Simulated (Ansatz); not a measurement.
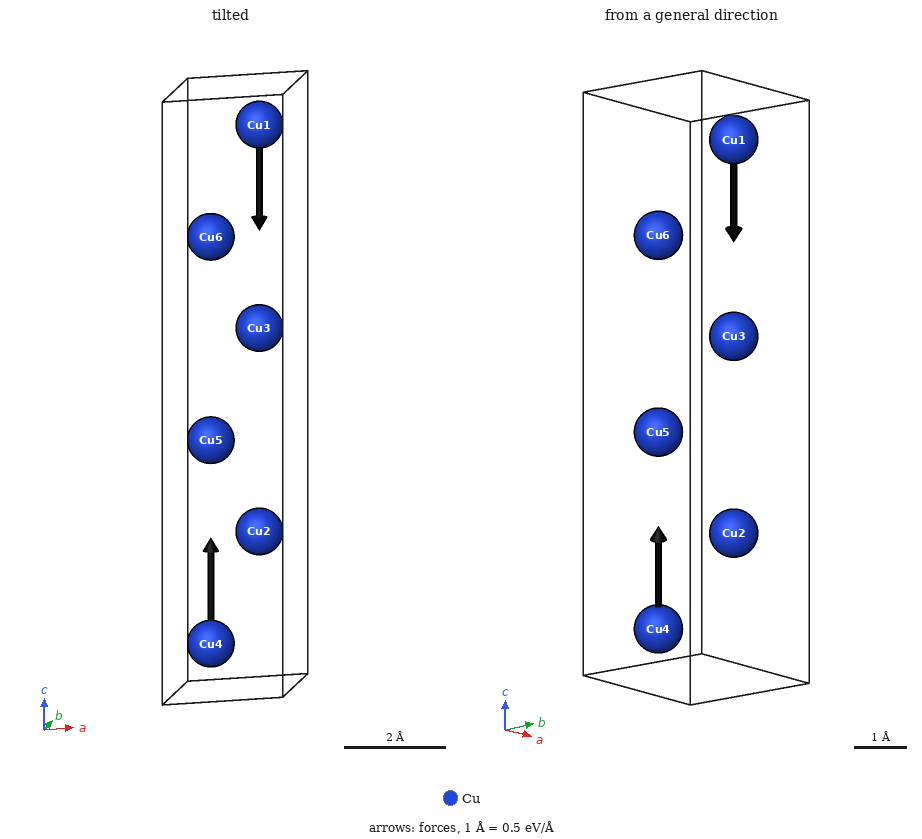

View slightly off an axis and from a general direction, drawn as a spheres-only model. The simulation cell is outlined; an atom on or near a face, edge or corner is repeated at each equivalent position. The arrows are the computed forces on the atoms.

System: Cu. Theory: DFT PBEsol, scalar-relativistic, plane waves, PAW (Ansatz). Numerical settings: a cutoff energy of 420 eV, k-grid 27×27×5, Gaussian smearing of 0.15 eV, no spin polarisation.

Has this structure been optimised to equilibrium?

No. The atoms still feel forces of up to about 0.85 eV/Å, far above a usual threshold of 0.01 to 0.03 eV/Å.

Name the atom under the greatest force.

Cu1 and Cu4, about 0.85 eV/Å.

Origin of the cell: a structure listed in the Materials Project. The cell was then strained or its atoms displaced on purpose. It went into a calculation with Ansatz.
